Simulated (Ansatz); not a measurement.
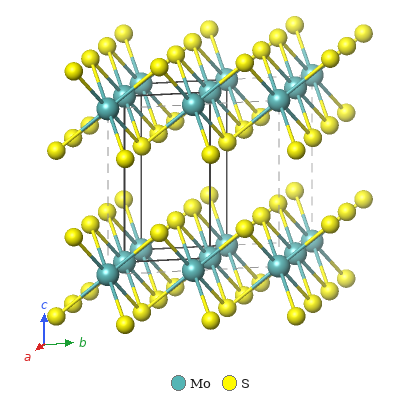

MoS2, space group P-3m1 (No. 164), a = 3.220 Å, b = 3.220 Å, c = 5.949 Å, α = 90.00°, β = 90.00°, γ = 120.00°. Origin: the geometry relaxed with Ansatz 0.2.0, DFT, r2SCAN+rVV10, plane waves, PAW. Forms under 0.4 % of the area are left out.

**Estimate the growth shape by the BFDH rule (face distance proportional to 1/d, absences counted).**

The forms computed, by share of the surface:

| form | faces | d (Å) | share of area (%) |
| --- | --- | --- | --- |
| {001} | 2 | 5.949 | 51.6 |
| {100} | 6 | 2.789 | 48.4 |

The crystal is plate-like. Widths along a, b and c stand as 1.00 : 1.00 : 0.41.

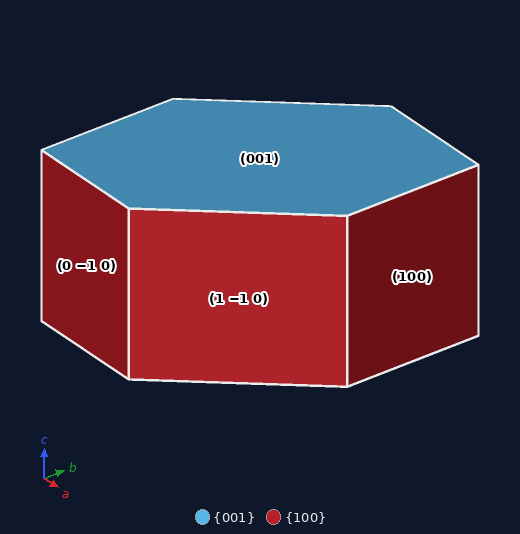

The computed shape, faces indexed. The rule is geometric and ignores bonding and growth conditions.
